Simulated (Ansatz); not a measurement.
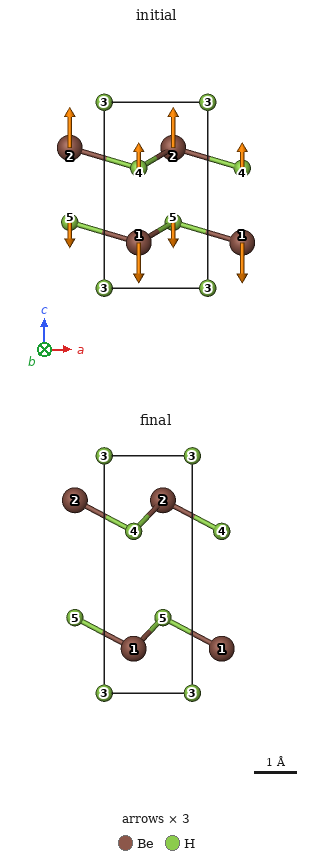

The structure of solid Be$_{2}$H$_{3}$ (built on the A-type sesquioxide_164 type) (coarse preliminary run) before (top) and after (bottom) a relaxation, at one scale. The orange arrows give the displacements (the part carried along by the change of the cell is left out), magnified 3 times.

A ball-and-stick model of the cell of the calculation, seen along the b axis.

Case: A-type sesquioxide type (P-3m1, No. 164).

These are results of DFT PBE, scalar-relativistic, plane waves, PAW in Ansatz 0.2.0, not measurements.

The input:
```yaml
crystal:
  lattice:
    - [2.8932736175, 0.0, 0.0]
    - [-1.4466368088, 2.5056484529, 0.0]
    - [0.0, 0.0, 4.5014637755]
  atoms:
    - { symbol: Be, position: [0.3333333333, 0.6666666667, 0.245] }
    - { symbol: Be, position: [0.6666666667, 0.3333333333, 0.755] }
    - { symbol: H, position: [0.0, 0.0, 0.0] }
    - { symbol: H, position: [0.3333333333, 0.6666666667, 0.645] }
    - { symbol: H, position: [0.6666666667, 0.3333333333, 0.355] }
basis:
  ecutwfc: 420
kpoints:
  mp_grid: { grid: [6, 6, 4] }
hamiltonian:
  xc: pbe
scf:
  occupations: { method: gaussian, width: 0.1 }
  lower_state_search: "off"
output:
  forces: true
  stress: true
  eigenvalues: true
relax:
  adjacent_minimum: "off"
  f_tol: 0.04
  max_steps: 70
  cell: { stress_tol: 0.4 }
```

Command:
```bash
ansatz run input.yaml --threads 1 --pin off --max-ram 2560MiB --backend cpu --events-out ev --progress --plain --runs-dir out
```

### Summarise the run.

The largest moves relative to the cell, 0.33 Å, are those of Be1 and Be2. Be1 goes along −c. Largest moves by element: Be 0.33 Å, H 0.21 Å. Cell: a = b 2.893 → 2.463 Å (−14.9 %), c 4.501 → 5.747 Å (+27.7 %). Volume −7.5 %. Near-neighbour distances that change, for instance: Be1–H5 1.742 → 1.609 Å. The space group stays P-3m1 (No. 164). The energy falls by 154 meV per atom in 9 accepted moves (12 points after the start). Largest force component: 0.3 eV/Å at the start, 0.022 eV/Å at the end. The pressure goes from −12.56 to −0.08 GPa. The line search rejected the trial step at point 7 of the run. At 2 points the geometry stayed and the basis and grid were re-selected for the new cell (energy shift of 3.5 meV per atom at most each time).
